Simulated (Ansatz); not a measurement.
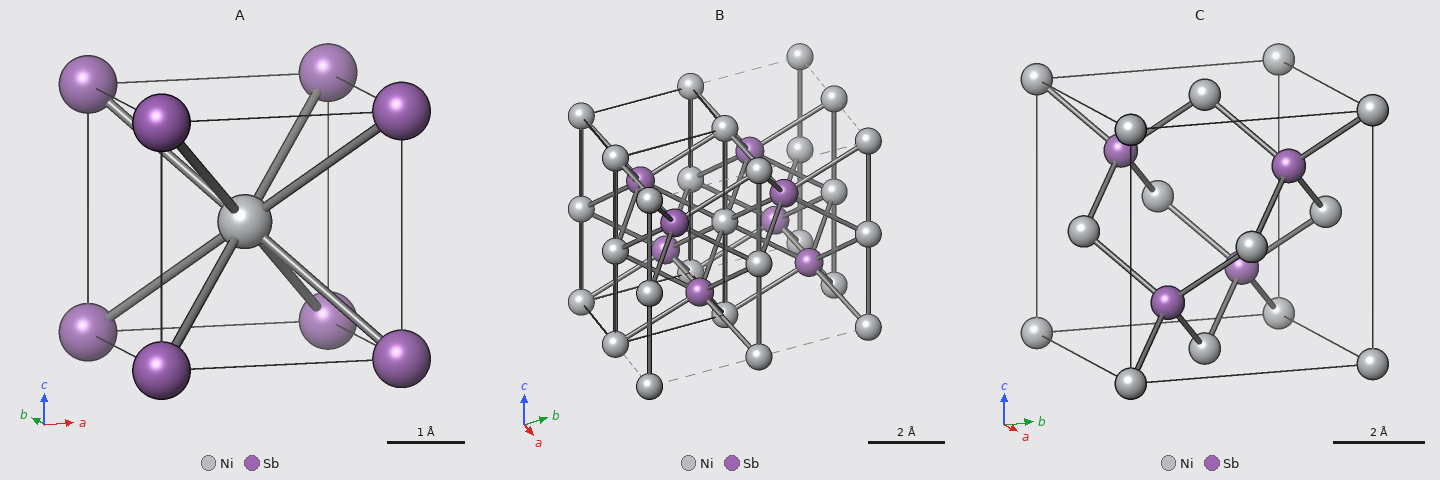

Three structures of NiSb, each relaxed to rest (conventional cells in solid outline, small ones repeated, each panel with its own scale). Method: Ansatz, DFT PBE, scalar-relativistic, plane waves, PAW, without spin polarisation (spin-restricted runs, not always the ground states).

### What are the structures shown?

A: caesium chloride (CsCl, B2) type, Pm-3m; B: nickel arsenide (NiAs) type, P6_3/mmc; C: zinc blende (sphalerite type), F-43m.

### Which of these is lowest in energy, and how far above it do the others lie?

B, then A (+389 meV/atom) and C (+452 meV/atom), energies at zero smearing.

### Collect the results in a table.

| panel | structure | E − E(lowest) (meV/atom) | volume (Å³/atom) | gap (eV) |
| --- | --- | --- | --- | --- |
| B | P6_3/mmc | 0 | 17.6 | metal |
| A | Pm-3m | 389 | 17.4 | metal |
| C | F-43m | 452 | 23.3 | metal |

Some of these may be structure types tried for this composition rather than known phases, and the most stable form need not be among them. Gaps are taken on the k-mesh or band path of each run.
